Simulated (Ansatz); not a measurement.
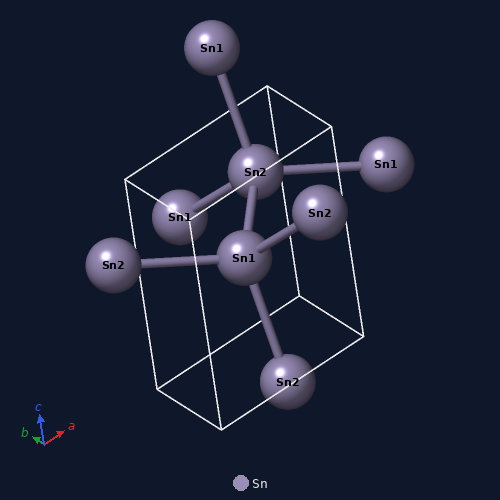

The system is Sn (Fd-3m, No. 227; 2 atoms in the cell); the picture shows the reference structure. 
- The cell is strained homogeneously, by one strain along x and y and another along z, with fractional coordinates fixed (x, y and z along the cube axes).
- First axis: strain along x and y. Second axis: strain along z.
- The grid has 5 × 5 points.
- Points are written as (first, second).
- Energies are in meV/atom, from the lowest grid point.
- Method: DFT PBEsol, scalar-relativistic, plane waves, PAW (Ansatz). Settings: cutoff 420 eV, k-mesh 16×16×16, gaussian smearing 0.15 eV, no spin polarisation.

Its coordinates:

```xyz
2
Lattice="0.0000 3.2708 3.2708 3.2708 0.0000 3.2708 3.2708 3.2708 0.0000" Properties=species:S:1:pos:R:3 pbc="T T T"
Sn    3.2708    3.2708    3.2708
Sn    4.9062    4.9062    4.9062
```

Range: strain along x and y from −8 to 8 %; strain along z from −8 to 8 %.

Question: What will the energy surface look like?

Answer: The lowest grid point is at (0 %, 0 %). No other kind of well shows on this grid. The highest grid point, (−8 %, −8 %), lies 359 meV/atom above the lowest. Round the minimum the valley is strongly tilted: raising strain along x and y shifts the best value of strain along z downwards (coupling k₁₂/√(k₁₁k₂₂) about 0.6).

```csv
"strain along z ↓, strain along x and y →",−8,−4,0,4,8
8,102,35,40,99,196
4,116,23,11,57,146
0,161,36,0,30,107
−4,240,75,11,20,82
−8,359,146,46,28,71
```

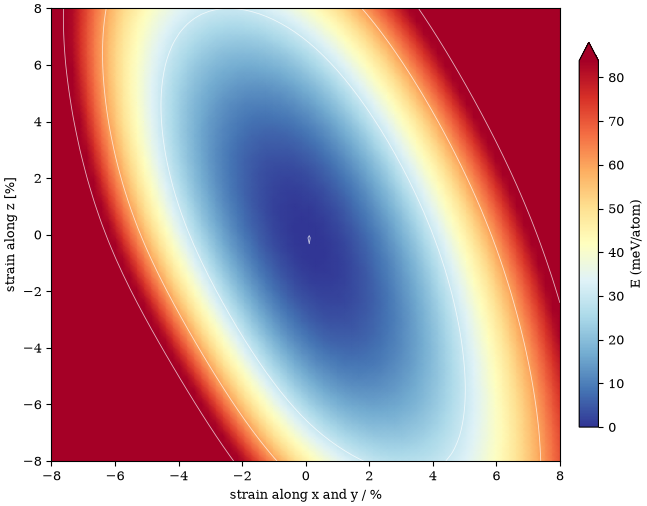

The picture shows a smooth colour map with a few white contour lines, one colour for all values above the top of the scale. Between grid points the surface is interpolated.
